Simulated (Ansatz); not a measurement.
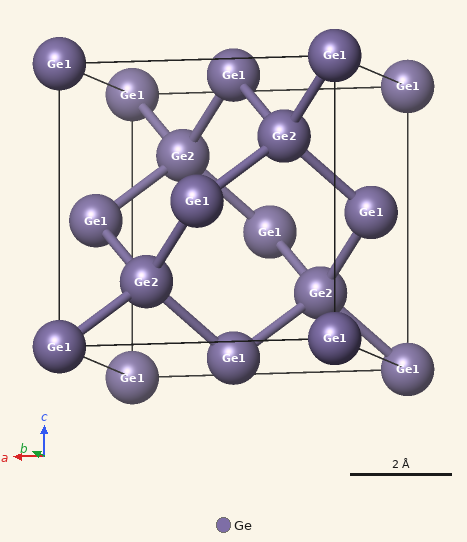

*The structure (ball-and-stick view of the cell 4 times as large as that of the calculation, set on its symmetry axes, seen at an oblique angle; atoms are numbered from 1 in the order of the input). An atom can appear more than once, as a periodic image.*

Near neighbours in the periodic cell (some may lie outside the picture): Ge has 4 Ge at 2.46 Å.

**Single-point calculation of Ge**

System: Ge (Fd-3m, 2 atoms in the cell).
Method: DFT, r2SCAN, plane waves, PAW, no spin polarisation (Ansatz 0.2.0).

The structure was built on a prototype by a generator. The geometry comes from this level: r2SCAN. It belongs to a series of runs on one base structure; here: drawn settings. Figures and captions count atoms from 1; the log counts them from 0 in places.

**Output**
```
Engine: ansatz 0.2.0, aarch64-unknown-linux-gnu
Pseudopotentials: kind: paw
Pseudopotential: Ge, paw, valence charge 14, recommended cutoff 500 eV (meta_gga), Ge.paw.azcp
Functional definition: r2SCAN
  parameter k0 = 0.174
  parameter k1 = 0.065
  parameter a1 = 4.9479
  exchange = r2scan_x(k0 = k0, k1 = k1, a1 = a1)
  correlation = r2scan_c
Crystal: 2 atoms, lattice volume = 45.661 Å³
Basis set: ecut = 500 eV, 1211 PW (Γ), exchange–correlation on 120×120×120 points (64 copies of the dense FFT grid, shifted against one another)
Bands: 18, of which v1, the nominal top of the filled ones, is band 14 counted from 1 (13 counted from 0)
Symmetry: 48 space group operations
Space group: Fd-3m (ITA 227), of the structure as read, at distance tolerance 3.6e-5 Å
k-points: 8 of 64
Non-local potential: Ge, projectors of the file, l = 0: 2, l = 1: 2, l = 2: 3, l = 3: 1
PAW form: soft (Blöchl's): semilocal exchange-correlation on the pseudo side does not see the compensation charge
PAW frozen core: Ge, regenerated for the run's functional (the file was generated under x = pbe(κ = 0.804, μ = 0.2195149727645171), c = pbe(β = 0.06672455060314922))
PAW one-centre angular grid: Ge, 590 points (default); XC on 160 Gauss nodes
Initial density: superposition of atomic densities (neutral atoms: chi_scale 0, normalization atom), corrected by the library's trained network
Initial wavefunctions: pseudopotential atomic-orbital guess
Functional: x = r2scan, c = r2scan; τ floored in thin density (d = 2e-4 eV/Å³)
SCF iter   1: F=—  HF=-8605.558070 eV  |F-HF|=—  |Δ(HF+E_count)|=         —  Δρ=8.05e-3  dr2=1.06e-2  dr2_τ=5.15e-3  ethr=1.77e-3  ⟨swp⟩=6.0  Hψ=662  notcnv=0
preconditioner: auto → none  [insulator: Δε(μ)=0.310 eV  Ē_g=24.310 eV  σ=0.020 eV  W_gap=1.00  n_scr=14 (ndim 8)  ℏωp=29.1 eV  f_vac=0.081  D(μ)=0.00/eV (n_scr^D=0)  ε∞_Penn≈2.4]
SCF iter   2: F=—  HF=-8605.570575 eV  |F-HF|=—  |Δ(HF+E_count)|=   1.25e-2  Δρ=2.43e-3  dr2=1.15e-3  dr2_τ=2.44e-5  ethr=3.79e-5  ⟨swp⟩=2.6  Hψ=359  notcnv=0
SCF iter   3: F=—  HF=-8605.570761 eV  |F-HF|=—  |Δ(HF+E_count)|=   1.86e-4  Δρ=1.55e-3  dr2=3.85e-4  dr2_τ=5.17e-6  ethr=4.11e-6  ⟨swp⟩=2.0  Hψ=224  notcnv=0
SCF iter   4: F=—  HF=-8605.570863 eV  |F-HF|=—  |Δ(HF+E_count)|=   1.02e-4  Δρ=1.89e-4  dr2=4.55e-6  dr2_τ=9.83e-8  ethr=1.38e-6  ⟨swp⟩=1.0  Hψ=144  notcnv=0
SCF iter   5: F=—  HF=-8605.570867 eV  |F-HF|=—  |Δ(HF+E_count)|=   4.71e-6  Δρ=2.45e-5  dr2=6.88e-8  dr2_τ=1.62e-9  ethr=1.63e-8  ⟨swp⟩=2.0  Hψ=256  notcnv=0
SCF iter   6: F=—  HF=-8605.570865 eV  |F-HF|=—  |Δ(HF+E_count)|=   2.37e-6  Δρ=4.03e-6  dr2=6.69e-9  dr2_τ=2.23e-10  ethr=2.46e-10  ⟨swp⟩=3.0  Hψ=261  notcnv=0
SCF iter   7: F=—  HF=-8605.570865 eV  |F-HF|=—  |Δ(HF+E_count)|=   1.08e-9  Δρ=8.53e-7  dr2=2.66e-10  dr2_τ=5.99e-12  ethr=2.39e-11  ⟨swp⟩=2.4  Hψ=172  notcnv=0
SCF iter   8: F=-8605.570865 eV  HF=-8605.570865 eV  |F-HF|=5.46e-12  |Δ(HF+E_count)|=  5.09e-11  Δρ=4.27e-8  dr2=2.93e-13  dr2_τ=9.77e-15  ethr=1.00e-12  ⟨swp⟩=2.0  Hψ=391  notcnv=0
SCF 1 converged in 8 iterations: F = -8605.570865 eV  dr2 = 2.93e-13
  greatest PAW one-centre occupation: 0.998 electrons in one spin orbital (limit 2), on the Ge atom at site 1 (counted from 0), in its partial waves of l = 2
```

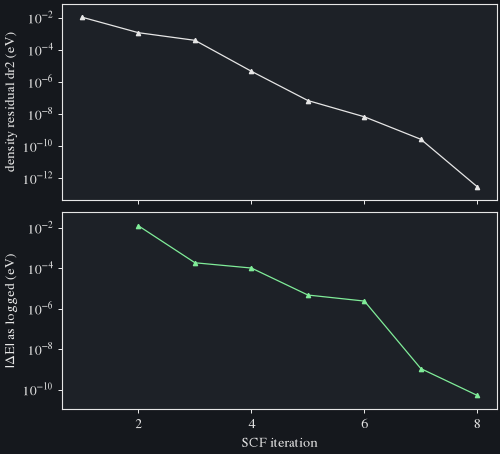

*Convergence of the self-consistent field: density residual dr2 and size of the energy change against the SCF iteration.*

The residual falls at every step.

```
NSCF: frozen V_eff on 8 k-points
NSCF: frozen V_eff on 1 k-points
WARN: output.optics: on 2 of the rows wanted, those up to 10.000 eV, the energy-loss function is not bounded in the bands left out, and is left empty along some axis. In full: what the bands over the 27 summed would add to eps1, eps2 and the energy-loss function is held between a lower and an upper bound (9 Lanczos steps). eps1, eps2 and their loss function (loss_summed_bands) are given on every row as the summed bands alone make them. Along an axis, on a row where the two bounds hold the loss function to about 1 % of the greater of itself and 0.5 % of |1/eps|, its cell (loss_completed) is given, with the completed eps1 and eps2 that it is formed of (a cell that is left empty reads nan in the table and null in the record). The two bounds hold it so along every axis on 199 of the 201 rows up to 10.000 eV; on the other 2, the lowest at 1.100 eV, those cells are left empty along some axis; the steps ended with no row wanted left that a further step could bound, as where the summed bands' own error is too great, or, of a sum inside the cells of its k-points, where these part, or are assumed to part, too far in what the bands left out add (a denser output.optics.nscf_kmesh narrows that). The run works to bound the rows up to 10.000 eV and no higher ones: a peak of the loss function over that energy may be left empty with no warning. To have the run work for it, set output.optics.bands.spectra_wanted_up_to to a higher energy. perfect_screening_sum, loss_f_sum_n_eff and, beside carriers, perfect_screening_limit are those of loss_summed_bands: over the bounded function the two sums would run over rows that are not all bounded, and lack what the bands left out lay past the top of the energy grid. Bounded is said of the bands left out alone, which are those that the basis at basis.ecutwfc holds: it says nothing of that cutoff, of the k-point mesh, of what the sum inside its cells errs by (eps2_relative_error), of the factors of all_electron_strengths, nor of how far the SCF is converged
SCF converged after 8 iterations
Free energy (F): -8605.570865 eV
Harris-Foulkes:  -8605.570865 eV  (|F-HF|=5.46e-12)
Internal energy: -8605.570863 eV  (E = F + TS)
E sigma→0 (E₀):  -8605.570864 eV
Entropy (-TS):   -0.000002 eV (-0.001 meV/atom)
Fermi energy:    8.495334 eV
--- Per-component energies (eV) ---
  E_band       = -318.995288
  E_kinetic    = 222.467962
  E_local      = -4958.421192  (includes V_loc(G=0)·N_el)
  E_nonlocal   = 840.881820
  E_hartree    = 2178.734474
  E_xc         = -138.127821
  E_vxc        = -135.671017  (∫ρ·V_xc dr)
  E_paw        = -4069.343077  (= ΣΔE_a)
  E_vpaw       = -653.302300  (= ΣTr[D̂ρ^β])
  E_aug_tail   = 0.000037  (compensation charges beyond the density's cutoff)
  E_vtau       = 7.580426  (kinetic-family band-sum trace: ∫τ·v_τ [+ j·A + Jᵃ·Aᵃ] dr)
  E_ewald      = -2679.591534
  E_core_change = -2.171532  (= ΣΔE_core)
  E_smearing   = -0.000002  (= −TS)
  E_closure    = 0.000000  (closes the sum)
  Σ components = -8605.570865   (vs F -8605.570865, Δ=0.00e0)
--- Band table (eV; the first three rows and the last of 8) ---
  k-point 0: bands = ["-17.0928", "-17.0928", "-17.0928", "-17.0546", "-17.0546", "-16.8388", "-16.8388", "-16.8388", "-16.8208", "-16.8208", "-4.9297", "8.3008", "8.3008", "8.3008", "8.6712", "11.0144", "11.0144", "11.0144"]
  k-point 1: bands = ["-17.1114", "-17.1114", "-17.0839", "-17.0249", "-17.0249", "-16.8627", "-16.8627", "-16.8491", "-16.8022", "-16.8022", "-4.1562", "3.4855", "7.3796", "7.3796", "9.2243", "12.1507", "12.1507", "14.3533"]
  k-point 2: bands = ["-17.1178", "-17.1178", "-17.0747", "-17.0112", "-17.0112", "-16.8707", "-16.8707", "-16.8599", "-16.7960", "-16.7960", "-2.7549", "0.4788", "6.8304", "6.8304", "8.7335", "12.2886", "12.2886", "15.9400"]
  k-point 7: bands = ["-17.1417", "-17.1417", "-16.9957", "-16.9957", "-16.9433", "-16.9433", "-16.9102", "-16.9102", "-16.7687", "-16.7687", "-0.7727", "-0.7727", "4.2821", "4.2821", "12.9605", "12.9605", "13.3419", "13.3419"]
```

This output came from the following input.

**Input file**
```yaml
crystal:
  lattice:
    - [0.0, 2.8368735121, 2.8368735121]
    - [2.8368735121, 0.0, 2.8368735121]
    - [2.8368735121, 2.8368735121, 0.0]
  atoms:
    - { symbol: Ge, position: [0.0, 0.0, 0.0] }
    - { symbol: Ge, position: [0.25, 0.25, 0.25] }
kpoints:
  mp_grid: { grid: [4, 4, 4] }
hamiltonian:
  xc: r2scan
scf:
  occupations: { method: fermi_dirac, width: 0.02 }
output:
  optics:
    e_range: [0, 10]
    de: 0.05
    sigma: 0.03
    scissors: 0
    scheme: gaussian
    drude_damping: 0.02
    bands: { spectra_wanted_up_to: 10 }
    kdotp_interpolation: "off"
```

Launched with:
```bash
ansatz run input.yaml --threads 4 --pin off --max-ram 3686MiB --backend cpu --events-out ev --progress --plain --runs-dir out
```

**Key numbers**

- outcome: converged
- space group (tolerance 0.01 Å): Fd-3m (227)
- electrons treated: 28
- free energy: −8605.5709 eV
- Fermi energy: 8.495 eV
- band gap: 0.37 eV
- hardware: 4 threads of Arm Neoverse V2, 24 GiB of memory available, shared host
- wall time: 1.7 s (CPU time 5.1 s)
- peak memory: 0.38 GiB

Settings chosen away from the usual ones: drawn settings.
